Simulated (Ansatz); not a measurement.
System: Sc, space group Fm-3m (No. 225) (one of a set of cubic test structures, which need not be the stable phase).

One of the inputs:
```
crystal:
  lattice:
    - [0.0, 2.311030911929, 2.311030911929]
    - [2.311030911929, 0.0, 2.311030911929]
    - [2.311030911929, 2.311030911929, 0.0]
  atoms:
    - { symbol: Sc, position: [0, 0, 0] }
kpoints:
  mp_grid: { grid: [41, 41, 41] }
hamiltonian:
  xc: pbe
  pseudopotentials: { kind: paw }
scf:
  occupations: { method: fermi_dirac, width: 0.061225619053 }
output:
  forces: true
  stress: true
```

Launched with:
```bash
ansatz run input.yaml --threads 2
```

Method: equation of state of a cubic crystal from periodic Kohn-Sham density functional theory without spin, third-order Birch-Murnaghan fit to the free energies; pressure corrected for the finite basis (Ansatz 0.2.0 development build). Level: PBE.

structure type fcc; atoms in cell 1; space group number 225; lattice centring face-centred primitive; k mesh 41×41×41; occupation method Fermi–Dirac; occupation width 0.06123 eV; wave cutoff 420 eV; datasets soft-1 PAW; density tolerance 1e−07 eV; bands 10; density cutoff ratio 4; search for lower states default.

Describe the result: the energy above the lowest point against volume. The volume takes the values 23.20, 23.70, 24.19, 24.69, 25.18, 25.67, 26.17 Å³/atom.

A third-order Birch–Murnaghan fit gives V0 = 24.69 Å³/atom, B0 = 51.1 GPa and B′ = 3.2. The energy above the lowest point is 15.4 meV/atom at volume 23.20 Å³/atom and 13.1 meV/atom at 26.17 Å³/atom; the lowest computed point is at volume 24.69 Å³/atom (0.0 meV/atom), in a single well.

| volume (Å³/atom) | energy above the lowest point (meV/atom) |
| --- | --- |
| 23.20 | 15.4 |
| 23.70 | 6.7 |
| 24.19 | 1.6 |
| 24.69 | 0.0 |
| 25.18 | 1.5 |
| 25.67 | 6.0 |
| 26.17 | 13.1 |

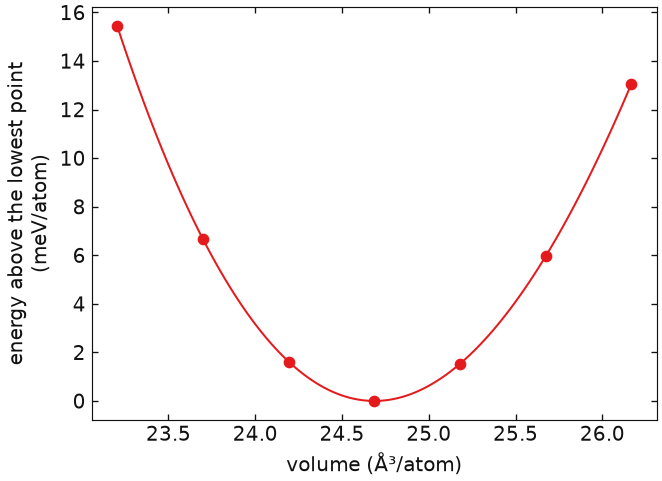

Caveats: cubic model structure, not the ambient form.
